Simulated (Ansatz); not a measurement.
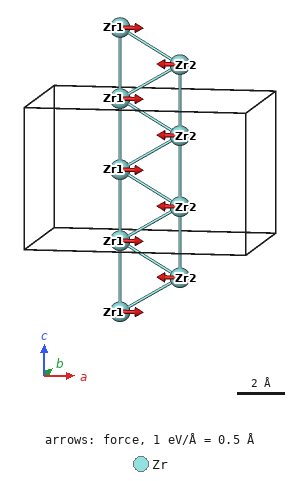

Starting geometry of a wire of composition Zr with the computed forces as red arrows. Style: ball-and-stick. Shown: the 2 repeat of the cell, with the vacuum cut short, slightly off an axis.

Case: strip chain of atoms.

Level of theory: DFT PBE, scalar-relativistic, plane waves, PAW (Ansatz). Set-up: plane-wave cutoff 420 eV; k-point mesh 1 × 1 × 21; occupations gaussian; smearing width 0.05 eV; collinear spin; cell relaxed at fixed a, b, alpha, beta, gamma; force threshold 0.01 eV/Å; at most 45 steps.

**What follows when this structure is relaxed?**

It isn't relaxed: the largest force vector, on Zr atoms, is 2.06 eV/Å. The atoms end up moving mostly along the starting forces (cosine between the two patterns 1.00). The energy falls by 0.493 eV per cell of the calculation in 5 accepted moves (6 points after the start). The largest force component goes from 2.1 to 0.0042 eV/Å. The SCF was repeated once at an unchanged geometry on a basis and grid sized afresh for the cell, which shifted the energy by 0.3 meV per cell of the calculation at most. The largest moves relative to the layer's centre, 0.14 Å, are those of Zr1 and Zr2. Along the periodic axis the drawn cell goes c 6.108 → 5.698 Å (−6.7 %). Among the contacts that change: Zr1–Zr2 3.009 → 2.725 Å, Zr1–Zr1 3.054 → 2.849 Å. Bond angles that change, for instance: Zr2–Zr1–Zr2 61.0° → 63.0°. The program noted that the starting moments weren't kept.

Limits of the set-up: the k-point mesh is coarse for a cell with partly filled bands.
